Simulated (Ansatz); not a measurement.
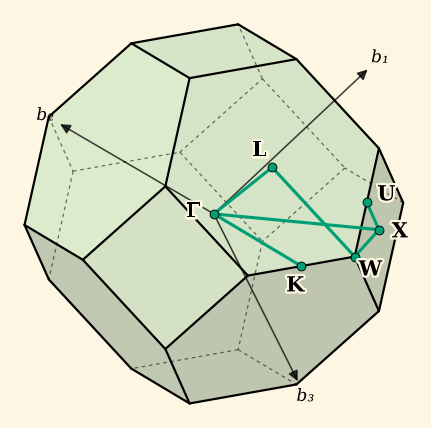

The figure shows the first Brillouin zone with its special points and a band path. Crystal: ZrO2, the geometry relaxed with DFT, r2SCAN, plane waves, PAW (Ansatz); the starting structure was generated, so it need not be a known form of this composition. The drawing is computed from the coordinates (standard cell, symmetry found to 0.002 Å).

Labels and path follow the convention of Hinuma et al. (2017), as computed by seekpath; the arrows show the directions of the reciprocal primitive vectors b₁, b₂, b₃.

**Name the Bravais lattice of the crystal.**

A face-centred cubic lattice (cF; extended symbol cF2). The zone is a truncated octahedron in its combinatorial type: 14 faces (6 with 4 edges, 8 with 6 edges), 36 edges, 24 vertices.

**In which order does the conventional band path visit the special points?**

Γ–X–U | K–Γ–L–W–X
